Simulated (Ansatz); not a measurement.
# MgO: what the fields show

```xyz
4
Lattice="2.1351 2.1351 0.0000 2.1351 -2.1351 0.0000 0.0000 0.0000 -4.2703" Properties=species:S:1:pos:R:3 pbc="T T T"
Mg    2.1351    0.0000   -2.3227
Mg    0.0000    0.0000   -0.1875
O     0.0000    0.0000   -2.1351
O     2.1351    0.0000    0.0000
```

Space group I4mm; changed on purpose from its base cell (all Mg atoms moved +0.188 Å, as atom 1 towards its neighbour atom 2 (O) at 2.135 A); not relaxed (largest force 1.0 eV/Å); computed pressure about −3 GPa in this cell.

Level of theory: DFT PBEsol, scalar-relativistic, plane waves, PAW (Ansatz 0.2.0).

In a PAW calculation such maps are meaningful between the atoms, not at the nuclei.

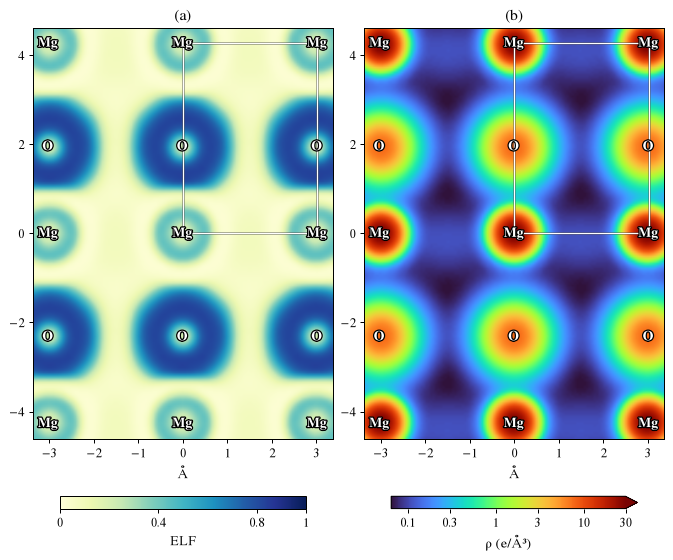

Figure 1. (a) electron localisation function; (b) valence charge density (pseudo) on the (100) plane of the conventional cell.

Question: What do the fields say about this system?

Answer: The plane passes through Mg and O nuclei. Mg–O (1.95 Å): the density is about 0.48 e/Å³ at the midpoint; the ELF peaks at about 0.85 in the valence shell of O, 0.7 Å from its nucleus, and is about 0.35 at the midpoint: an ionic contact with no shared pair. Between the atoms the lowest density in this plane is 0.06 e/Å³.

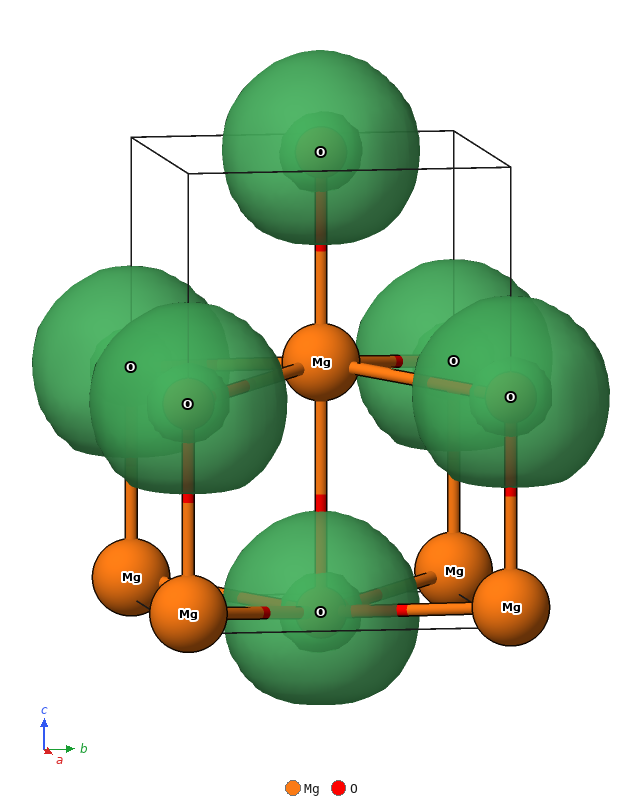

Figure 2. Isosurface of the ELF at 0.7 (green), seen slightly off an axis. Only the valence region is drawn (cores and ρ < 0.01 e/Å³ removed). Sticks mark near contacts.

Question: Describe the localisation domains.

Answer: At this value the surface marks out two regions wrapped around O (the valence shell of each), counted in one cell of 4 atoms. Any copies at cell faces, edges or corners count once.


 Mg–O (2.14 Å): the ELF peaks at about 0.85 in the valence shell of O, 0.6 Å from its nucleus, and is about 0.35 at the midpoint (an ionic contact with no shared pair).

Question: Does the calculation make it a metal, or give it a gap?

Answer: It is gapped, with a Kohn–Sham gap of 4.2 eV on the k-point mesh, an upper bound to the gap of this method.
